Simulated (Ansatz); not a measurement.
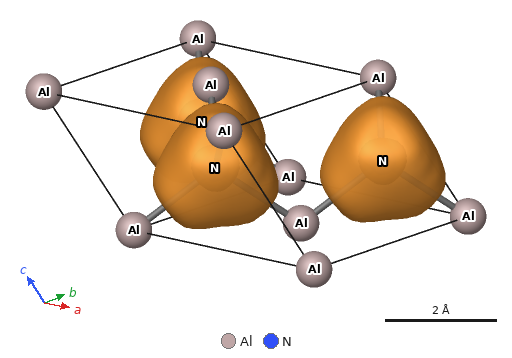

Figure 1: AlN. Isosurface of the ELF at 0.65 (orange), seen at an oblique angle. Core shells and regions of very low density are left out. Sticks mark near contacts.

Space group C2; a structure from a database of computed crystals, not necessarily the ambient phase; changed on purpose from its base cell (mode 4 frozen in at -0.038 Å, strain +e along z and -e/2 along x and y -0.0467); not relaxed (largest force 0.9 eV/Å); PAW files of the earlier set (soft_1).

Method: DFT PBEsol, scalar-relativistic, plane waves, PAW in Ansatz.

In a PAW calculation such maps are meaningful between the atoms, not at the nuclei.

```
Al N
1.0
     0.00000    4.17289    0.00000
     4.47952    0.00000    0.00000
     0.00000   -2.08645   -2.23976
Al N
2 2
Direct
  0.00000 0.00451 0.00000
  0.50000 0.50451 0.00000
  0.00000 0.74132 0.50000
  0.50000 0.24132 0.50000
```

Question: Identify the bonds, lone pairs and shells in this picture.

Answer: The surface consists of two regions on N in which the atom's valence shell and bonds are merged, counted in one cell of 4 atoms. Regions shared between cells count once. Profiles from the grid: Al–N (1.86 Å): the ELF peaks at about 0.90 between the atoms; a polar covalent bond. Al–N (1.93 Å): the ELF peaks at about 0.90 in the valence shell of N, 0.8 Å from its nucleus, and is about 0.85 at the midpoint.

Question: Does the calculation make it a metal, or give it a gap?

Answer: It is gapped, with a Kohn–Sham gap of 2.8 eV on the k-point mesh (the band edges may lie off the mesh, which would make the gap smaller).
